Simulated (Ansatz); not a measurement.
## Quasiparticle gap of TiO2 (P3_121)

Wanted: the gap of TiO2 (P3_121) with a many-body correction, and the time that it takes.

Main program and level: Ansatz 0.2.0; LDA, then G0W0 on it, plane waves, PAW.

**1. The structure**

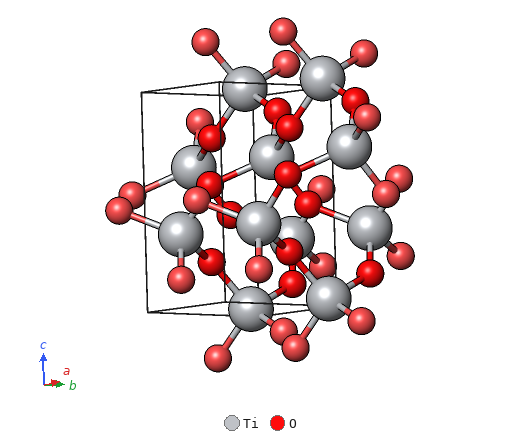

The cell as given, from a free direction (titanium light grey, oxygen red). 2×1×1 cells are drawn. Some periodic images of atoms are drawn too.

As a file:

```cif
data_structure
_symmetry_space_group_name_H-M 'P 1'
_symmetry_Int_Tables_number 1
_cell_length_a 5.2910
_cell_length_b 5.2910
_cell_length_c 6.1330
_cell_angle_alpha 90.000
_cell_angle_beta 90.000
_cell_angle_gamma 120.000
_cell_volume 148.69
loop_
_atom_site_label
_atom_site_type_symbol
_atom_site_fract_x
_atom_site_fract_y
_atom_site_fract_z
_atom_site_occupancy
Ti1 Ti 0.45300 0.00000 0.33333 1
Ti2 Ti 0.00000 0.45300 0.66667 1
Ti3 Ti 0.54700 0.54700 0.00000 1
O4 O 0.40800 0.30300 0.21500 1
O5 O 0.69700 0.10500 0.54833 1
O6 O 0.89500 0.59200 0.88167 1
O7 O 0.30300 0.40800 0.78500 1
O8 O 0.10500 0.69700 0.45167 1
O9 O 0.59200 0.89500 0.11833 1
```

The start is a cell from the Crystallography Open Database. This is not the form that TiO2 usually takes at ambient conditions. The default PAW set here is soft_2. Its files were made with PBE.

**2. Relaxing the structure**

The structure is relaxed first.

This step: DFT, LDA, plane waves, PAW.

Contents of input.yaml:

```yaml
crystal:
  lattice:
    - [5.291, 0.0, 0.0]
    - [-2.6455, 4.5821404114, 0.0]
    - [0.0, 0.0, 6.133]
  atoms:
    - { symbol: Ti, position: [0.453, 0.0, 0.3333333333] }
    - { symbol: Ti, position: [0.0, 0.453, 0.6666666667] }
    - { symbol: Ti, position: [0.547, 0.547, 0.0] }
    - { symbol: O, position: [0.408, 0.303, 0.215] }
    - { symbol: O, position: [0.697, 0.105, 0.5483333333] }
    - { symbol: O, position: [0.895, 0.592, 0.8816666667] }
    - { symbol: O, position: [0.303, 0.408, 0.785] }
    - { symbol: O, position: [0.105, 0.697, 0.4516666667] }
    - { symbol: O, position: [0.592, 0.895, 0.1183333333] }
kpoints:
  mp_grid: { grid: [6, 6, 4] }
hamiltonian:
  xc: lda
scf:
  occupations: { method: fermi_dirac, width: 0.02 }
relax:
  f_tol: 0.02
  max_steps: 60
```

Run with:

```sh
$ ansatz run input.yaml --threads 3 --pin off --max-ram 92160MiB --backend cuda --events-out ev --progress --plain --runs-dir out --devices 1 --max-vram 13GiB  # rebuilt from the run's record
```

Numbers of over 12 decimals in the logs are rounded to 6 here.

The log of the run:

```text
GPUs: using 1 of 1 available (devices: 1).
Engine: ansatz 0.2.0, x86_64-unknown-linux-gnu
Pseudopotentials: kind: paw
Pseudopotential: Ti, paw, valence charge 12, recommended cutoff 420 eV (normal), Ti.paw.azcp
Pseudopotential: O, paw, valence charge 6, recommended cutoff 420 eV (normal), O.paw.azcp
Functional definition: SPW92
  exchange = slater_x
  correlation = pw_c
device memory: the entry about to start is reckoned to put 2.0 GiB on a device that reports 62.8 GiB free (of which the cap on the GPU budget leaves the run 13.0 GiB)
GPU FFT provider: cuFFT
GPU libraries: cuBLAS 13.8.2, cuFFT 12.4.0, cuSOLVER 12.3.4
Crystal: 9 atoms, lattice volume = 148.689 Å³
Basis set: ecut = 420 eV, 2943 PW (Γ)
Bands: 45, of which v1, the nominal top of the filled ones, is band 36 counted from 1 (35 counted from 0)
Symmetry: 6 space group operations
Space group: P3121 (ITA 152), of the structure as read, at distance tolerance 5.3e-5 Å
k-points: 24 of 144 (time reversal used)
Non-local potential: Ti, projectors of the file, l = 0: 3, l = 1: 2, l = 2: 3, l = 3: 1
Non-local potential: O, projectors of the file, l = 0: 2, l = 1: 2, l = 2: 1
PAW form: soft (Blöchl's): semilocal exchange-correlation on the pseudo side does not see the compensation charge
PAW frozen core: Ti, regenerated for the run's functional, and the local potential with it (the file was generated under x = pbe(κ = 0.804, μ = 0.219515), c = pbe(β = 0.066725))
PAW frozen core: O, regenerated for the run's functional, and the local potential with it (the file was generated under x = pbe(κ = 0.804, μ = 0.219515), c = pbe(β = 0.066725))
PAW one-centre angular grid: Ti, 590 points (default); XC on 64 Gauss nodes
PAW one-centre angular grid: O, 110 points (default); XC on 64 Gauss nodes
Initial density: superposition of atomic densities (neutral atoms: chi_scale 0, normalization atom), corrected by the library's trained network
Initial wavefunctions: pseudopotential atomic-orbital guess
GPU buffer pool allocated for 58320 grid points (all kernels)
GPU transforms: local potential and band sums: pruned to the plane-wave sphere, on 36×36×45
Functional: x = slater, c = lda
SCF iter   1: F=—  HF=-10693.398883 eV  |F-HF|=—  |Δ(HF+E_count)|=         —  Δρ=1.56e-2  dr2=3.50e-1  ethr=1.77e-3  ⟨swp⟩=6.0  Hψ=4391  notcnv=0
preconditioner: auto → Resta (q_TF=auto, 2.418 Å⁻¹)  ε∞=5.5  [insulator: Δε(μ)=3.520 eV  Ē_g=9.928 eV  σ=0.020 eV  W_gap=1.00  n_scr=28 (ndim 8)  ℏωp=21.1 eV  f_vac=0.244  D(μ)=0.00/eV (n_scr^D=0)  ε∞_Penn≈5.5]
SCF iter   2: F=—  HF=-10693.346964 eV  |F-HF|=—  |Δ(HF+E_count)|=   5.19e-2  Δρ=9.58e-3  dr2=1.04e-1  ethr=4.86e-4  ⟨swp⟩=2.4  Hψ=1966  notcnv=0  defer=72
SCF iter   3: F=—  HF=-10693.326894 eV  |F-HF|=—  |Δ(HF+E_count)|=   2.01e-2  Δρ=2.70e-3  dr2=7.82e-3  ethr=1.44e-4  ⟨swp⟩=2.2  Hψ=1588  notcnv=0  defer=72
SCF iter   4: F=—  HF=-10693.324870 eV  |F-HF|=—  |Δ(HF+E_count)|=   2.02e-3  Δρ=5.79e-4  dr2=5.25e-4  ethr=1.09e-5  ⟨swp⟩=2.9  Hψ=2030  notcnv=0  defer=72
SCF iter   5: F=—  HF=-10693.324814 eV  |F-HF|=—  |Δ(HF+E_count)|=   5.56e-5  Δρ=1.30e-4  dr2=3.00e-5  ethr=7.29e-7  ⟨swp⟩=2.0  Hψ=1352  notcnv=0  defer=72
SCF iter   6: F=-10693.324821 eV  HF=-10693.324825 eV  |F-HF|=3.69e-6  |Δ(HF+E_count)|=   1.03e-5  Δρ=6.10e-5  dr2=5.57e-6  ethr=1.39e-8  ⟨swp⟩=4.0  Hψ=3331  notcnv=0
SCF 1 converged in 6 iterations: F = -10693.324821 eV  dr2 = 5.57e-6
  greatest PAW one-centre occupation: 0.999 electrons in one spin orbital (limit 2), on the Ti atom at site 1 (counted from 0), in its partial waves of l = 0
relax step   1: F+E_penalty+E_count = -10693.32482101 eV  Δ(F+E_penalty+E_count) = +0.000e0 eV  max|allowed force component| = 1.991e0 eV/Å  Δτ_max = 0.0000 Å  (6 SCF iters, dr2 threshold 1.00e-5 eV, accepted)
[...]
relax step   2: F+E_penalty+E_count = -10693.55942957 eV  Δ(F+E_penalty+E_count) = -2.346e-1 eV  max|allowed force component| = 1.459e0 eV/Å  Δτ_max = 0.0345 Å  (5 SCF iters, dr2 threshold 1.00e-4 eV, accepted)
[...]
relax step   3: F+E_penalty+E_count = -10693.79656293 eV  Δ(F+E_penalty+E_count) = -2.371e-1 eV  max|allowed force component| = 6.477e-2 eV/Å  Δτ_max = 0.0682 Å  (6 SCF iters, dr2 threshold 1.00e-4 eV, accepted)
[...]
relax step   4: F+E_penalty+E_count = -10693.79242176 eV  Δ(F+E_penalty+E_count) = +4.141e-3 eV  max|allowed force component| = 1.227e-1 eV/Å  Δτ_max = 0.0309 Å  (7 SCF iters, rejected (line search))
[...]
relax step   5: F+E_penalty+E_count = -10693.80033706 eV  Δ(F+E_penalty+E_count) = -3.774e-3 eV  max|allowed force component| = 2.870e-3 eV/Å  Δτ_max = 0.0123 Å  (7 SCF iters, accepted)
SCF converged after 7 iterations
Free energy (F): -10693.800337 eV
Harris-Foulkes:  -10693.800337 eV  (|F-HF|=2.47e-9)
Internal energy: -10693.800337 eV  (E = F + TS)
E sigma→0 (E₀):  -10693.800337 eV
Fermi energy:    3.760278 eV
--- Per-component energies (eV) ---
  E_band       = -995.044178
  E_kinetic    = 1864.518749
  E_local      = -7276.155702  (includes V_loc(G=0)·N_el)
  E_nonlocal   = 322.739386
  E_hartree    = 2872.462193
  E_xc         = -723.188772
  E_vxc        = -921.959277  (∫ρ·V_xc dr)
  E_paw        = -3875.644444  (= ΣΔE_a)
  E_vpaw       = -729.123503  (= ΣTr[D̂ρ^β])
  E_aug_tail   = 0.015194  (compensation charges beyond the density's cutoff)
  E_ewald      = -3880.106322
  E_core_change = 1.559380  (= ΣΔE_core)
  E_smearing   = -0.000000  (= −TS)
  E_closure    = -0.000000  (closes the sum)
  Σ components = -10693.800337   (vs F -10693.800337, Δ=0.00e0)
--- Forces (eV/Å), atoms counted from 1 ---
  atom   1  Ti    -0.00286977     0.00000000     0.00000000
  atom   2  Ti     0.00143489    -0.00248530     0.00000000
  atom   3  Ti     0.00143489     0.00248530    -0.00000000
  atom   4  O     -0.00189881     0.00049757     0.00212242
  atom   5  O      0.00051849    -0.00189320     0.00212242
  atom   6  O      0.00138031     0.00139563     0.00212242
  atom   7  O      0.00138031    -0.00139563    -0.00212242
  atom   8  O     -0.00189881    -0.00049757    -0.00212242
  atom   9  O      0.00051849     0.00189320    -0.00212242
  max |Σ_I F_I| component: 4.84e-17 eV/Å
--- Relaxed structure (5 steps of the walk, 4 accepted, 0 SCFs on fresh bases) ---
  F+E_penalty+E_count = -10693.80033706 eV   max|allowed force component| = 2.870e-3 eV/Å
  atoms:
    - { symbol: Ti, position: [0.458437, 0, 0.333333] }
    - { symbol: Ti, position: [5.551115123125783e-17, 0.458437, 0.666667] }
    - { symbol: Ti, position: [0.541563, 0.541563, -7.4064697986814e-19] }
    - { symbol: O, position: [0.411921, 0.287830, 0.223762] }
    - { symbol: O, position: [0.712170, 0.124091, 0.557095] }
    - { symbol: O, position: [0.875909, 0.588079, 0.890428] }
    - { symbol: O, position: [0.287830, 0.411921, 0.776238] }
    - { symbol: O, position: [0.124091, 0.712170, 0.442905] }
    - { symbol: O, position: [0.588079, 0.875909, 0.109572] }
```

Wall time 6.9 s (1 × NVIDIA H100 80GB HBM3 (shared by 6 runs) with 3 threads of AMD EPYC 7R13 (Zen 3), shared host); peak memory 0.96 GiB.

Relaxation path:

```csv
step,energy less that of the first step (eV),largest force component (eV/Å)
1,0.0000,1.9910
2,-0.2346,1.4591
3,-0.4717,0.0648
4,-0.4676,0.1227
5,-0.4755,0.0029
```

Relaxation step 4 was tried and not accepted.

Forces are held to the 6 operations that the run works with; a distortion that breaks them can't arise in this run.

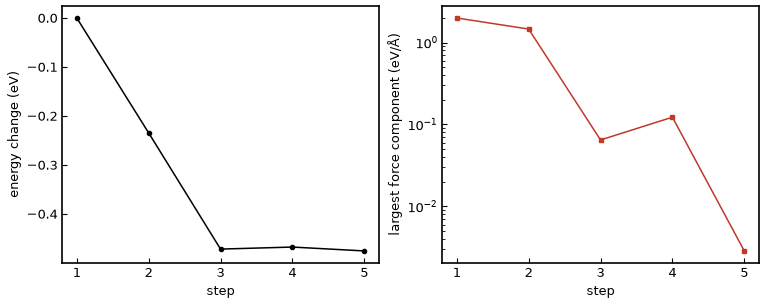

Energy and largest force along the relaxation.

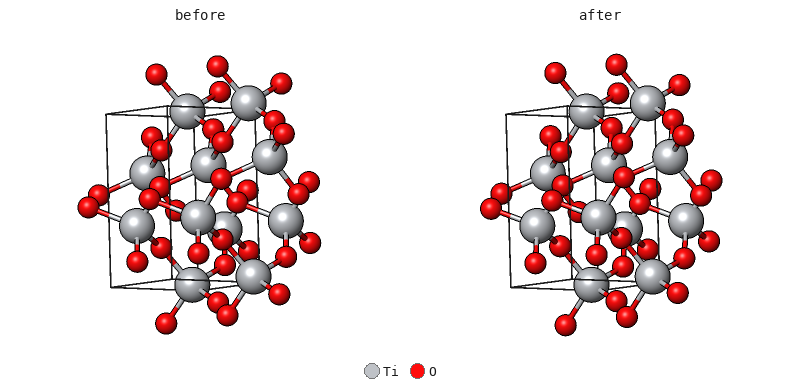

The structure before and after the relaxation, drawn at the same scale.

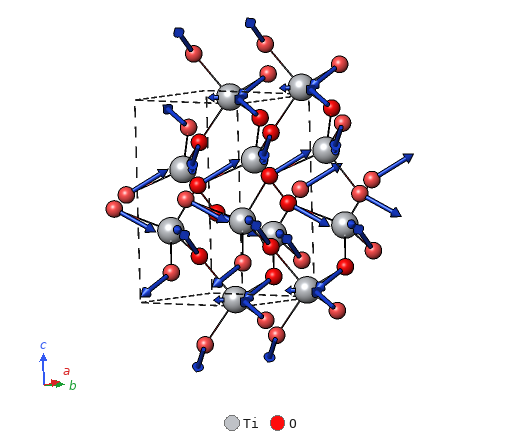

Displacements in the relaxation, exaggerated; the longest in the cell stands for 0.11 Å. 2×1×1 cells are drawn. Some periodic images of atoms are drawn too.

The atoms that moved most (Å):

```csv
atom,dx,dy,dz,length
O5,0.030,0.087,0.054,0.107
O8,0.061,0.070,-0.054,0.107
O7,-0.091,0.018,-0.054,0.107
O4,0.061,-0.070,0.054,0.107
O9,0.030,-0.087,-0.054,0.107
O6,-0.091,-0.018,0.054,0.107
Ti2,-0.014,0.025,0.000,0.029
Ti3,-0.014,-0.025,0.000,0.029
```

**3. Bands along the symmetry lines**

Levels along a band path and on the mesh show where this functional puts the band edges.

Contents of input.yaml:

```yaml
crystal:
  lattice:
    - [5.291, 0.0, 0.0]
    - [-2.6455, 4.5821404114, 0.0]
    - [0.0, 0.0, 6.133]
  atoms:
    - { symbol: Ti, position: [0.4584369692, 0.0, 0.3333333333] }
    - { symbol: Ti, position: [0.0, 0.4584369692, 0.6666666667] }
    - { symbol: Ti, position: [0.5415630308, 0.5415630308, 0.0] }
    - { symbol: O, position: [0.4119210658, 0.2878300503, 0.2237616203] }
    - { symbol: O, position: [0.7121699497, 0.1240910155, 0.5570949537] }
    - { symbol: O, position: [0.8759089845, 0.5880789342, 0.890428287] }
    - { symbol: O, position: [0.2878300503, 0.4119210658, 0.7762383797] }
    - { symbol: O, position: [0.1240910155, 0.7121699497, 0.4429050463] }
    - { symbol: O, position: [0.5880789342, 0.8759089845, 0.109571713] }
kpoints:
  mp_grid: { grid: [6, 6, 4] }
  band_path:
    path:
      - [[0.0, 0.0, 0.0], [0.5, 0.0, 0.0], [0.33333333, 0.33333333, 0.0], [0.0, 0.0, 0.0], [0.0, 0.0, 0.5], [0.5, 0.0, 0.5], [0.33333333, 0.33333333, 0.5], [0.0, 0.0, 0.5]]
      - [[0.5, 0.0, 0.5], [0.5, 0.0, 0.0]]
      - [[0.33333333, 0.33333333, 0.5], [0.33333333, 0.33333333, 0.0]]
    npoints: 10
hamiltonian:
  xc: lda
scf:
  occupations: { method: fermi_dirac, width: 0.02 }
  n_extra_bands: 7
output:
  eigenvalues: true
  forces: true
  stress: true
  write_density: true
  write_potential: true
  elf: true
  volumetric_format: npy
```

The log of the run:

```text
[...]
GPUs: using 1 of 1 available (devices: 1).
[...]
GPU FFT provider: cuFFT
GPU libraries: cuBLAS 13.8.2, cuFFT 12.4.0, cuSOLVER 12.3.4
Crystal: 9 atoms, lattice volume = 148.689 Å³
Basis set: ecut = 420 eV, 2943 PW (Γ)
Bands: 43, of which v1, the nominal top of the filled ones, is band 36 counted from 1 (35 counted from 0)
Symmetry: 6 space group operations
[...]
k-points: 24 of 144 (time reversal used)
[...]
GPU buffer pool allocated for 58320 grid points (all kernels)
[...]
SCF iter   1: F=—  HF=-10693.871278 eV  |F-HF|=—  |Δ(HF+E_count)|=         —  Δρ=1.52e-2  dr2=3.31e-1  ethr=1.77e-3  ⟨swp⟩=6.0  Hψ=4276  notcnv=0
[...]
SCF iter   8: F=-10693.800337 eV  HF=-10693.800337 eV  |F-HF|=1.94e-9  |Δ(HF+E_count)|=   4.74e-8  Δρ=2.53e-6  dr2=1.35e-8  ethr=1.39e-10  ⟨swp⟩=16.8  Hψ=10436  notcnv=0
SCF 1 converged in 8 iterations: F = -10693.800337 eV  dr2 = 1.35e-8
[...]
NSCF: frozen V_eff on 93 k-points
SCF converged after 8 iterations
Free energy (F): -10693.800337 eV
[...]
Internal energy: -10693.800337 eV  (E = F + TS)
E sigma→0 (E₀):  -10693.800337 eV
Fermi energy:    3.760334 eV
[...]
--- Forces (eV/Å), atoms counted from 1 ---
  atom   1  Ti    -0.00286162     0.00000000     0.00000000
  atom   2  Ti     0.00143081    -0.00247823     0.00000000
  atom   3  Ti     0.00143081     0.00247823    -0.00000000
  atom   4  O     -0.00192527     0.00048365     0.00212936
  atom   5  O      0.00054378    -0.00190916     0.00212936
  atom   6  O      0.00138149     0.00142551     0.00212936
  atom   7  O      0.00138149    -0.00142551    -0.00212936
  atom   8  O     -0.00192527    -0.00048365    -0.00212936
  atom   9  O      0.00054378     0.00190916    -0.00212936
  max |Σ_I F_I| component: 8.11e-17 eV/Å
--- Stress (GPa, compression-positive) ---
        0.866447       0.000000      -0.000000
        0.000000       0.866447       0.000000
       -0.000000       0.000000      -1.417323
  P = ⅓ Tr σ = 0.1052 GPa (1.052 kbar)
--- Band table (eV; the first three rows and the last of 24) ---
  k-point 0: bands = [... 32 lower, 1.0139, 1.5731, 1.6286, 1.6286, 5.7633, 6.2332, 6.2332, 6.5773, ... 3 higher]
  k-point 1: bands = [... 32 lower, 1.3135, 1.6735, 1.7171, 1.7805, 5.7880, 5.9250, 6.2158, 6.4338, ... 3 higher]
  k-point 2: bands = [... 32 lower, 1.2818, 1.8453, 1.8453, 1.8507, 5.5726, 6.0985, 6.0985, 6.3082, ... 3 higher]
  k-point 23: bands = [... 32 lower, 1.1484, 1.4119, 1.4119, 1.6459, 6.4895, 6.4895, 6.5121, 6.8523, ... 3 higher]
```

Wall time 10 s (1 × NVIDIA H100 80GB HBM3 (shared by 6 runs) with 3 threads); peak memory 0.95 GiB.

In the SCF lines HF is the Harris–Foulkes energy and dr2 the Hartree energy of the density residual, in eV; the loop may stop once dr2 is under the threshold and the program's other checks hold. Hψ counts applications of the Hamiltonian.

This step gave:

* pressure: 0.1052 GPa
* filled bands: 36
* gap: 3.654 eV
* valence top at: M
* conduction bottom at: A
* least direct gap: 3.722 eV

Over mesh and path the gap is 3.654 eV, from k = (0.500, 0.000, 0.000) to k = (0.000, 0.000, 0.500). The least direct gap found is 3.722 eV, at k = (0.000, 0.000, 0.500).

The electronic bands at the labelled points (eV, zero at the top of the highest nominally filled band):

```csv
point,band 33,band 34,band 35,band 36,band 37,band 38,band 39,band 40
Γ,-0.90,-0.35,-0.29,-0.29,3.84,4.31,4.31,4.66
M,-0.78,-0.74,-0.25,0.00,3.95,3.96,4.30,4.90
K,-0.86,-0.32,-0.32,-0.09,3.79,4.30,4.30,5.17
Γ,-0.90,-0.35,-0.29,-0.29,3.84,4.31,4.31,4.66
A,-0.64,-0.07,-0.07,-0.07,3.65,4.18,4.18,4.39
L,-0.70,-0.45,-0.28,-0.23,4.29,4.45,4.51,4.91
H,-0.77,-0.51,-0.51,-0.27,4.57,4.57,4.59,4.93
A,-0.64,-0.07,-0.07,-0.07,3.65,4.18,4.18,4.39
jump to L,-0.70,-0.45,-0.28,-0.23,4.29,4.45,4.51,4.91
M,-0.78,-0.74,-0.25,0.00,3.95,3.96,4.30,4.90
jump to H,-0.77,-0.51,-0.51,-0.27,4.57,4.57,4.59,4.93
K,-0.86,-0.32,-0.32,-0.09,3.79,4.30,4.30,5.17
```

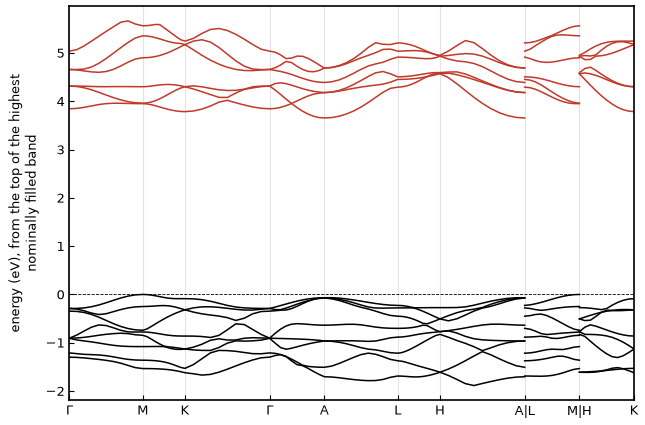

Electronic bands along the path; lines of filled and empty bands in two colours.

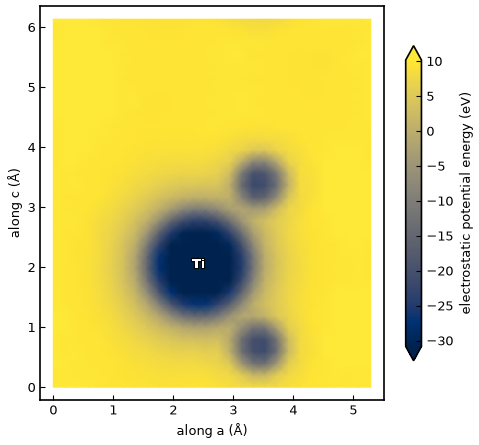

Electrostatic potential energy in the ac plane at fractional y = 0.000, with atoms of Ti within 0.2 Å of it. With pseudopotentials it is smooth inside the atoms' cores, unlike the true potential.

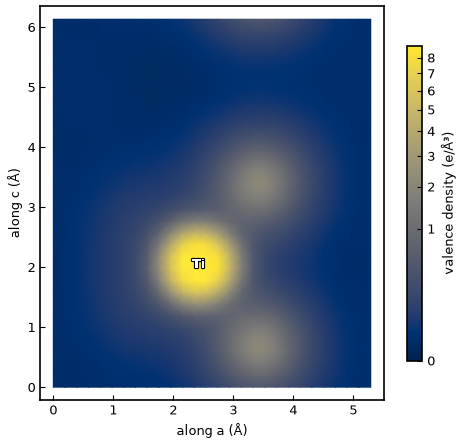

Valence density in the ac plane at fractional y = 0.000, with atoms of Ti within 0.2 Å of it. It is the smooth field of the valence electrons, not physical close to the nuclei. The colour scale is stretched toward low values.

(Continued in part 2 of 2.)

[Paths, hosts, dates, memory and timing lines, banners, echoed tables and standing remarks are left out of the program output.]

[Logs are printed without paths, hosts, clocks, repeated set-up lines and the standing remarks that a program may print on its own settings, such as how far it seeks lower states.]

[Runs of the session that timed out or met a known fault of the program may be left out.]

[Cells called generated may have been cut or substituted from an entry of the Crystallography Open Database or the Materials Project.]

[Hosts, paths, dates, database ids (printed as entryN), source tags and the programs' standing remarks are cut or masked in the printed files.]

[Where an RPA ε∞ is given, it is that of the G0W0 mesh and is not shown converged in it. Names of k-points follow the symmetry that the program found, which can be lower than the space group named. Band edges on a path are those of the sampled points; other points can move an edge, and change direct to indirect where valleys lie close.]

[Hybrid gaps are those of their k-mesh and are not shown converged in it.]
